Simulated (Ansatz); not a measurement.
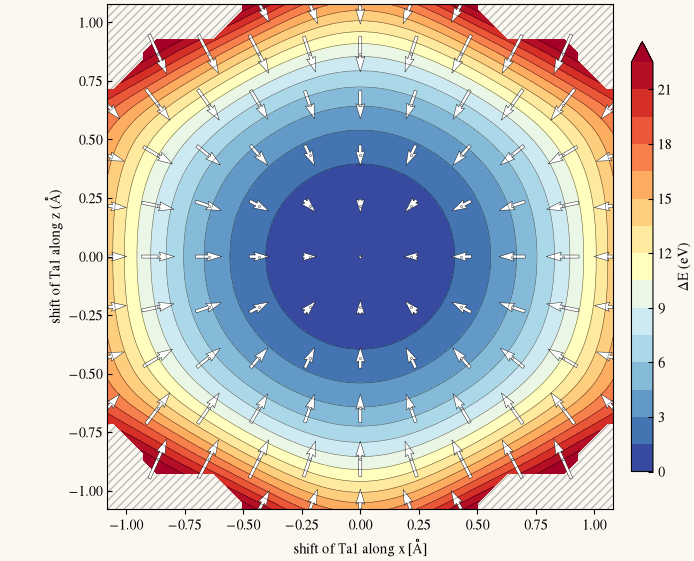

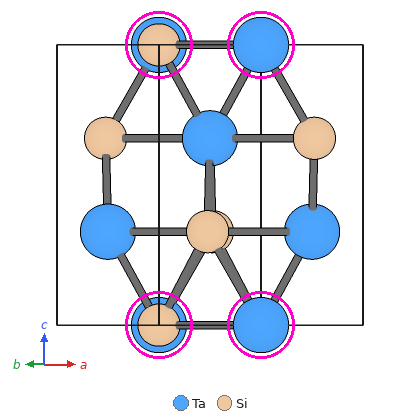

Energy landscape of TaSi2 (P6_422, No. 181; 9 atoms in the cell). One atom moved over a plane, all else fixed (x along [1 0 0], y along [1 2 0], z along [0 0 1] of the conventional cell). First axis: shift of Ta1 along x. Second axis: shift of Ta1 along z. Nothing is relaxed (all other atoms fixed). The scan uses an 11 × 11 grid; 32 points were computed and 73 follow by symmetry. At 16 points there is no value (left out of the scan, as a rule where atoms come close). Points are written as (first, second). Energies are in eV per cell, from the lowest grid point. Computed with DFT PBE, scalar-relativistic, plane waves, PAW (Ansatz 0.2.0). Settings: cutoff 420 eV, k-mesh 9×9×6 in the order of the run's cell vectors, gaussian smearing 0.15 eV, no spin polarisation.

Drawn: filled contours, dots at the grid points, arrows along the force (downhill), their lengths compressed, one colour for all values above the top of the scale, hatched blanks where no value was computed. Between grid points the surface is interpolated. The second picture is the structure at the lowest point

Q: Summarise what can be read from the map.

A: The lowest grid point is at (0.000 Å, 0.000 Å). It is the only kind of minimum in the scanned range. The highest grid point, (−0.432 Å, −1.080 Å), lies 22.3 eV above the lowest. Near the minimum the well is nearly round, with a curvature of about 17 eV/Å².

The values on the grid:

```
shift of Ta1 along z ↓, shift of Ta1 along x →  −1.080  −0.864  −0.648  −0.432  −0.216  0.000  0.216  0.432  0.648  0.864  1.080
                                         1.080       –       –       –    22.3    17.7   16.0   17.7   22.3      –      –      –
                                         0.864       –    22.3    17.6    13.2    10.3    9.2   10.3   13.2   17.6   22.3      –
                                         0.648    18.9    14.5    10.5     7.3     5.3    4.6    5.3    7.3   10.5   14.5   18.9
                                         0.432    15.6    10.5     6.6     3.9     2.3    1.8    2.3    3.9    6.6   10.5   15.6
                                         0.216    14.5     8.7     4.7     2.2     0.8    0.4    0.8    2.2    4.7    8.7   14.5
                                         0.000    14.2     8.3     4.2     1.7     0.4    0.0    0.4    1.7    4.2    8.3   14.2
                                        −0.216    14.5     8.7     4.7     2.2     0.8    0.4    0.8    2.2    4.7    8.7   14.5
                                        −0.432    15.6    10.5     6.6     3.9     2.3    1.8    2.3    3.9    6.6   10.5   15.6
                                        −0.648    18.9    14.5    10.5     7.3     5.3    4.6    5.3    7.3   10.5   14.5   18.9
                                        −0.864       –    22.3    17.6    13.2    10.3    9.2   10.3   13.2   17.6   22.3      –
                                        −1.080       –       –       –    22.3    17.7   16.0   17.7   22.3      –      –      –
```

The input of one point:

```yaml
crystal:
  lattice:
    - [4.8060235202, 0.0, 0.0]
    - [-2.4030117601, 4.1621384597, 0.0]
    - [0.0, 0.0, 6.5995345254]
  atoms:
    - { symbol: Ta, position: [0.5, 0.0, 0.0] }
    - { symbol: Ta, position: [0.5, 0.5, 0.6666666667] }
    - { symbol: Ta, position: [0.0, 0.5, 0.3333333333] }
    - { symbol: Si, position: [0.1589152396, 0.3178304793, 0.0] }
    - { symbol: Si, position: [0.8410847604, 0.1589152396, 0.6666666667] }
    - { symbol: Si, position: [0.6821695207, 0.8410847604, 0.3333333333] }
    - { symbol: Si, position: [0.8410847604, 0.6821695207, 0.0] }
    - { symbol: Si, position: [0.1589152396, 0.8410847604, 0.6666666667] }
    - { symbol: Si, position: [0.3178304793, 0.1589152396, 0.3333333333] }
basis:
  ecutwfc: 420
kpoints:
  mp_grid: { grid: [9, 9, 6] }
hamiltonian:
  xc: pbe
  pseudopotentials: { kind: paw, azcp: { folder: soft_1 } }
scf:
  occupations: { method: gaussian, width: 0.15 }
output:
  forces: true
  stress: true
  eigenvalues: true
  write_density: true
  write_potential: true
  elf: true
  volumetric_format: npy
```

Time for the 32 points that were run: 15 min on 4 threads of Intel(R) Xeon(R) Platinum 8259CL CPU @ 2.50GHz (Skylake/Cascade Lake), with other jobs on the host.
